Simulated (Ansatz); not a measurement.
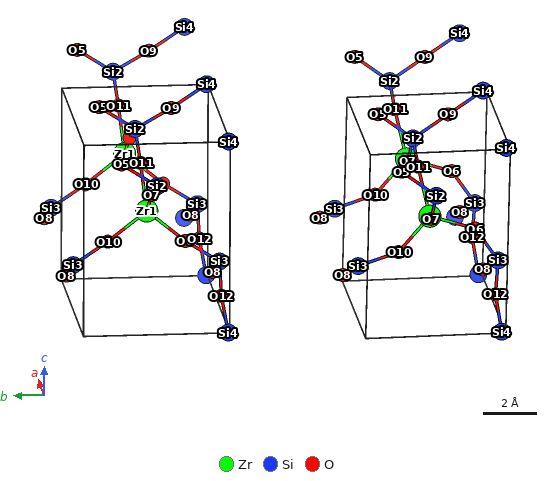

Two geometries of crystalline ZrSi₃O₈ (a generated structure, set up in P1) (coarse preliminary run), drawn at one scale. One is the start of a relaxation, the other its converged end. A ball-and-stick model of the cell of the calculation, repeated 2 × 1 × 1 with one cell outlined, seen from a free direction.

Method: DFT PBE, scalar-relativistic, plane waves, PAW in Ansatz 0.2.0. Set-up: plane-wave cutoff 420 eV; k-point mesh 4 × 4 × 2; occupations gaussian; smearing width 0.1 eV; no spin polarisation; cell and atoms relaxed; force threshold 0.025 eV/Å; at most 60 steps.

Question: Which of the two is the end point?

Answer: The right one is the relaxed one. O7 moves most relative to the cell: 0.74 Å along [−3 1 −2]. Largest moves by element: O 0.74 Å, Si 0.22 Å, Zr 0.15 Å. The drawn cell changes as follows: a 5.469 → 5.380 Å (−1.6 %), b 5.641 → 5.386 Å (−4.5 %), c 7.994 → 7.650 Å (−4.3 %), α 87.4° → 90.0°, β 90.9° → 90.0°, γ 90.5° → 89.2°; the volume changes by −10.0 %. Near-neighbour distances that change, for instance: Si4–O5 1.773 → 1.627 Å, Si2–O11 1.507 → 1.626 Å, Si3–O12 1.528 → 1.631 Å, Si2–O5 1.703 → 1.629 Å. Bond angles that change, for instance: Zr1–O11–Si2 172.8° → 141.0°, Zr1–O10–Si3 172.2° → 141.2°, Zr1–O7–Si2 173.4° → 144.2°. The space group stays P1 (No. 1). After 11 accepted moves (16 points after the start) the energy has fallen by 1.360 eV per cell of the calculation. Largest force component: 5.1 eV/Å at the start, 0.015 eV/Å at the end. The pressure goes from 0.03 to −0.12 GPa. The line search rejected the trial steps at points 8, 10, 12 of the run. The SCF was repeated twice at an unchanged geometry on a basis and grid sized afresh for the cell, which shifted the energy by 31.5 meV per cell of the calculation at most. Cost: 6.7 min on 1 thread of Arm Neoverse V1, with other jobs on the host, peak memory 0.51 GiB.
